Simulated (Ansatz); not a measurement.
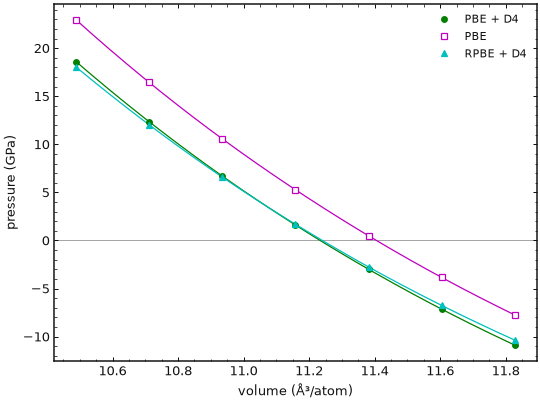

The picture above shows the pressure against volume, with one curve for each functional, for ZrO₂ (space group P4_2/nmc).

Method: plane-wave DFT, no spin polarisation; energies at scaled volumes of the given cell, shape and fractions fixed, counted from the fit's minimum, third-order Birch-Murnaghan fit (Ansatz 0.2.0). All runs: no spin polarisation.

- k mesh: 7×7×5
- occupations: Fermi–Dirac
- smearing width: 0.05 eV
- wave cutoff: 420 eV
- density cutoff: 1680 eV

Settings that differ: PBE + D4: potentials Ansatz PAW; PBE: potentials Ansatz-PAW-large-core; RPBE + D4: potentials Ansatz PAW.

### Order the curves by fitted bulk modulus, smallest first.

RPBE + D4 226.1, PBE 229.9, PBE + D4 235.2 GPa.

### For PBE + D4: how does the pressure vary with volume?

It falls from 18.60 GPa at volume 10.49 Å³/atom to −10.88 GPa at 11.83 Å³/atom, and changes sign near 11.24 Å³/atom.

Note: the functional was run on potentials made for another functional (RPBE + D4); shape and atomic fractions are frozen while scaling, which makes layered, chain and framework solids too stiff.

The computed values:

PBE + D4:
```csv
volume (Å³/atom),pressure (GPa)
10.49,18.60
10.71,12.35
10.93,6.70
11.16,1.61
11.38,-2.99
11.60,-7.14
11.83,-10.88
```

PBE:
```csv
volume (Å³/atom),pressure (GPa)
10.49,22.95
10.71,16.44
10.93,10.57
11.16,5.28
11.38,0.49
11.60,-3.84
11.83,-7.74
```

RPBE + D4:
```csv
volume (Å³/atom),pressure (GPa)
10.49,18.04
10.71,12.03
10.93,6.59
11.16,1.69
11.38,-2.75
11.60,-6.75
11.83,-10.36
```
